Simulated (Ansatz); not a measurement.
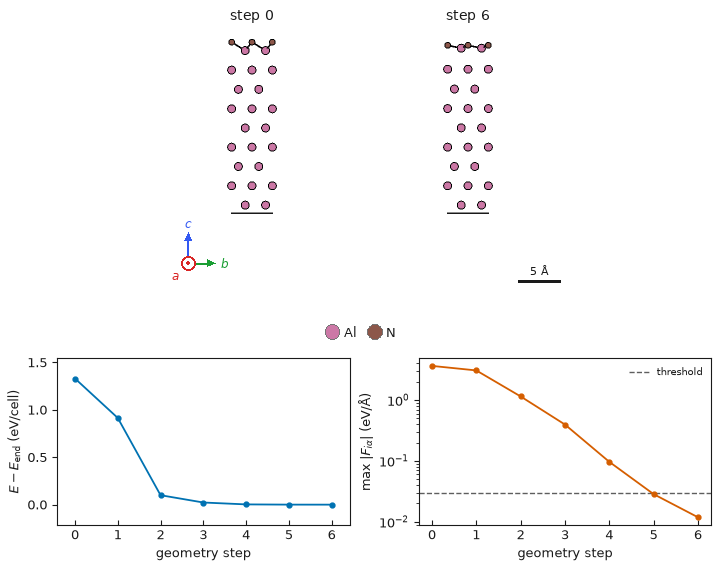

First and last geometry of a constrained relaxation of a slab of composition Al$_{9}$N (cut from the P6_3/mmc phase), with the history of the run. A ball-and-stick model of the 2 × 2 repeat of the cell, outlined in the plane, without the vacuum, seen along the a axis.

Case: N put at a hollow Al-Al-Al site. The slab is the (0 0 1) face of Al with N on it. 4 atoms are held fixed.

Theory: DFT PBEsol, scalar-relativistic, plane waves, PAW (Ansatz 0.2.0).

Input file:
```yaml
crystal:
  lattice:
    - [2.8362844918, 0.0, 0.0]
    - [-1.4181422459, 2.4562944222, 0.0]
    - [0.0, 0.0, 37.6442989108]
  atoms:
    - { symbol: Al, position: [0.3333333333, 0.6666666667, 0.2257978033] }
    - { symbol: Al, position: [0.0, 0.0, 0.2877072406] }
    - { symbol: Al, position: [0.6666666667, 0.3333333333, 0.3496166779] }
    - { symbol: Al, position: [0.0, 0.0, 0.4115261153] }
    - { symbol: Al, position: [0.3333333333, 0.6666666667, 0.4729161237] }
    - { symbol: Al, position: [0.0, 0.0, 0.5342805556] }
    - { symbol: Al, position: [0.6666666667, 0.3333333333, 0.5966221375] }
    - { symbol: Al, position: [0.0, 0.0, 0.6583877038] }
    - { symbol: Al, position: [0.3333333333, 0.6666666667, 0.7209215701] }
    - { symbol: "N", position: [0.0, 0.0, 0.7480173064] }
basis:
  ecutwfc: 420
kpoints:
  mp_grid: { grid: [12, 12, 1] }
hamiltonian:
  xc: pbesol
scf:
  occupations: { method: gaussian, width: 0.1 }
output:
  forces: true
  eigenvalues: true
  write_density: true
  write_potential: true
  elf: true
  volumetric_format: npy
relax:
  adjacent_minimum: "off"
  f_tol: 0.03
  max_steps: 70
  constraints: [{ sites: [0, 1, 2, 3] }]
efield:
  axis: 3
  dipole_correction: true
  ramp_width: 0.04
```

Command:
```bash
ansatz run input.yaml --threads 1 --pin off --max-ram 2560MiB --backend cpu --events-out ev --progress --plain --runs-dir out
```

> Read the history and describe the run.

It converged. Over 6 geometry steps the energy falls by 1.330 eV per cell of the calculation. Largest force component: 3.6 eV/Å at the start, 0.012 eV/Å at the end. N10 moves most: 0.39 Å along the normal (−c). By element the largest moves are N 0.39 Å, Al 0.29 Å. The lattice vectors keep their values. Near-neighbour distances that change, for instance: Al9–N10 1.929 → 1.673 Å. Among the angles between lasting bonds that change: Al9–N10–Al9 94.6° → 115.9°, N10–Al9–N10 94.6° → 115.9°. The run took 61 s on 1 thread of Intel(R) Xeon(R) 6975P-C (Granite Rapids) (shared host), peak memory 0.53 GiB.

Limits of the set-up: the periodic images lie only 2.8 Å apart, so the values are limited by the cell's size.
